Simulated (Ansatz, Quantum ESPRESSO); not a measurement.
# Where does added charge sit? 12 metal surfaces against an electrode

A charged slab and an electrode form a capacitor. How far does its effective gap ε₀/C fall short of the distance from the top atoms?

Set-up. Quantum ESPRESSO 7.5, ESM with bc3: vacuum below, a metal electrode at the cell's upper end. Ions are fixed where Ansatz 0.2.0 (PAW) or pw.x relaxed them, under PBE, with D3(BJ) for stacks. Runs without a † are unpolarised. C comes from the runs at the smallest and the largest positive charge, about 1.5 and 6×10¹³ e per cm² of the starting cell (electrons removed).

What came out:

```
                       system                   level  top atoms to electrode (Å)  C (µF/cm²)  ε₀/C (Å)  shortfall (Å)  shift of the far face's level (eV)
          Fe(110), 5 layers †     LDA, GBRV ultrasoft                        6.05        2.01      4.40           1.65                               −0.01
         Co(0001), 4 layers †     PBE, GBRV ultrasoft                        5.04        2.60      3.41           1.63                                0.00
            Pb(111), 5 layers  PBEsol, GBRV ultrasoft                        6.92        1.67      5.30           1.63                               −0.03
            Li(100), 5 layers     PBE, GBRV ultrasoft                        6.03        2.00      4.42           1.61                               −0.02
            Al(111), 5 layers     PBE, GBRV ultrasoft                        5.99        2.02      4.39           1.60                               −0.01
Sr(111), 4 layers + Na on fcc     PBE, GBRV ultrasoft                        4.77        2.79      3.18           1.60                               −0.02
            Na(100), 5 layers     PBE, GBRV ultrasoft                        5.05        2.53      3.49           1.56                               −0.02
            Ir(100), 5 layers     PBE, GBRV ultrasoft                        5.01        2.57      3.45           1.56                                0.00
            Rh(111), 5 layers     PBE, GBRV ultrasoft                        5.99        2.00      4.44           1.56                               +0.01
            Rh(100), 5 layers     PBE, GBRV ultrasoft                        7.00        1.63      5.45           1.55                               +0.01
            Ir(111), 5 layers     LDA, GBRV ultrasoft                        6.00        1.99      4.45           1.55                               +0.01
            Al(100), 5 layers     LDA, GBRV ultrasoft                        7.00        1.62      5.47           1.53                                0.00
```

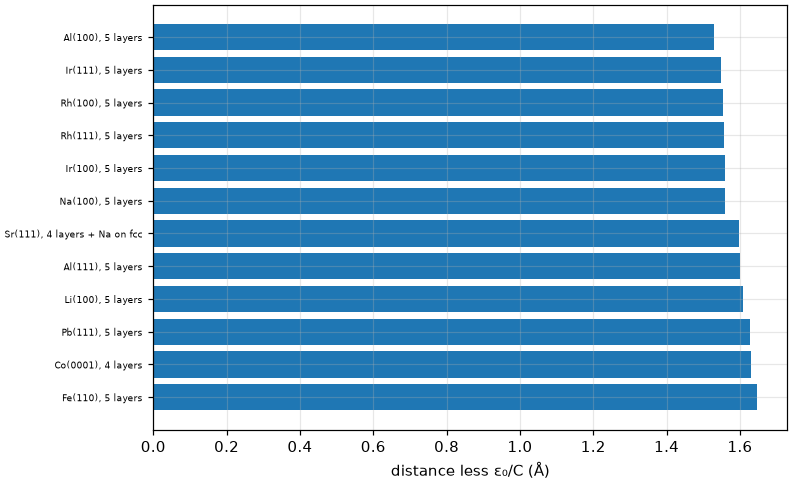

Shortfall of the effective gap.

**Reading.** The shortfall runs from 1.65 Å (Fe(110), 5 layers) to 1.53 Å (Al(100), 5 layers). On 12 of 12 the far face's level moves by under 0.08 eV: these screen like a metal, and the shortfall is the height of the image plane over the top atoms. By hand, for the first row: C = (0.0349 − 0.0087) e / (5.824 Å² × 3.583 V) × 1602 = 2.01 µF/cm², and 8.854/2.01 = 4.40 Å.

What the numbers leave out: C was taken on the side of removed electrons; at zero charge the shortfall can differ. Slabs are four or five layers thick. Rows were grouped by the size of the shortfall, and levels differ between them. Of 226 systems run, those whose charged runs converged are listed in this or a sister table.

[Logs are printed without paths, hosts, clocks, repeated set-up lines and the standing remarks that a program may print on its own settings, such as how far it seeks lower states.]
